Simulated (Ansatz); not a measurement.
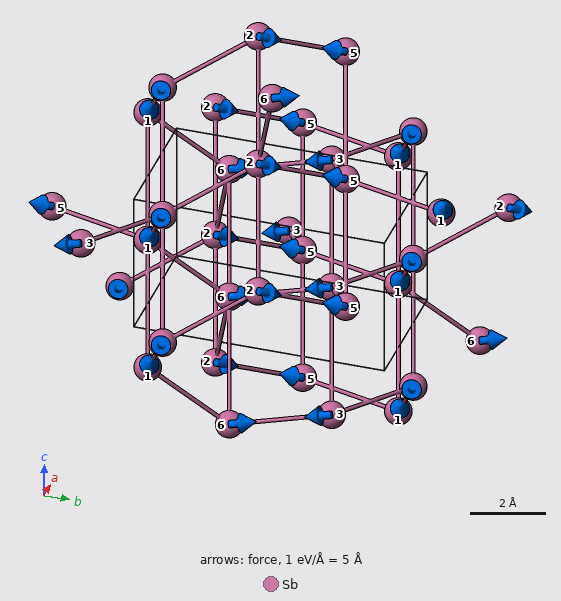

Starting geometry of solid Sb (a generated structure, set up in P6_422) with the computed forces as blue arrows. The picture is a ball-and-stick view of the cell of the calculation, seen from a free direction.

Method: DFT PBE, scalar-relativistic, plane waves, PAW in Ansatz.

Input file:
```yaml
crystal:
  lattice:
    - [8.4791581823, 0.0, 0.0]
    - [-4.2395790911, 7.3431663886, 0.0]
    - [0.0, 0.0, 3.4996047167]
  atoms:
    - { symbol: Sb, position: [0.3255273885, 0.0, 0.5] }
    - { symbol: Sb, position: [0.0, 0.3255273885, 0.8333333333] }
    - { symbol: Sb, position: [0.6744726115, 0.6744726115, 0.1666666667] }
    - { symbol: Sb, position: [0.6744726115, 0.0, 0.5] }
    - { symbol: Sb, position: [0.0, 0.6744726115, 0.8333333333] }
    - { symbol: Sb, position: [0.3255273885, 0.3255273885, 0.1666666667] }
basis:
  ecutwfc: 420
kpoints:
  mp_grid: { grid: [6, 6, 10] }
hamiltonian:
  xc: pbe
scf:
  occupations: { method: gaussian, width: 0.1 }
output:
  forces: true
  stress: true
  eigenvalues: true
  write_density: true
  write_potential: true
  elf: true
  volumetric_format: npy
relax:
  adjacent_minimum: "off"
  f_tol: 0.01
  max_steps: 80
  cell: { stress_tol: 0.05 }
```

Command:
```bash
ansatz run input.yaml --threads 1 --pin off --max-ram 2560MiB --backend cpu --events-out ev --progress --plain --runs-dir out
```

Is this structure relaxed? If not, where do the atoms go?

It isn't relaxed: the largest force vector, on Sb atoms, is 0.16 eV/Å. The atoms end up moving mostly along the starting forces (cosine between the two patterns 1.00). The largest moves relative to the cell, 0.079 Å, are those of Sb1, Sb2, Sb3, Sb4, Sb5 and Sb6. Sb4 goes along −a. The drawn cell changes as follows: a = b 8.479 → 8.754 Å (+3.2 %), c 3.500 → 3.278 Å (−6.3 %); the volume changes by −0.1 %. Near-neighbour distances that change, for instance: Sb1–Sb1 3.500 → 3.278 Å, Sb1–Sb5 2.997 → 3.126 Å, Sb1–Sb4 2.959 → 2.897 Å. The space group stays P6_422 (No. 181). After 4 accepted moves (6 points after the start) the energy has fallen by 56.6 meV per atom. Largest force component: 0.16 eV/Å at the start, 0.0015 eV/Å at the end. The pressure goes from 0.12 to −0.02 GPa. The line search rejected the trial step at point 2 of the run. At 1 point the geometry stayed and the basis and grid were re-selected for the new cell (energy shift of less than 0.05 meV per atom at most each time). Cost: 11 min on 1 thread of Intel(R) Xeon(R) Processor @ 2.50GHz (Skylake/Cascade Lake) (shared host), peak memory 0.66 GiB.
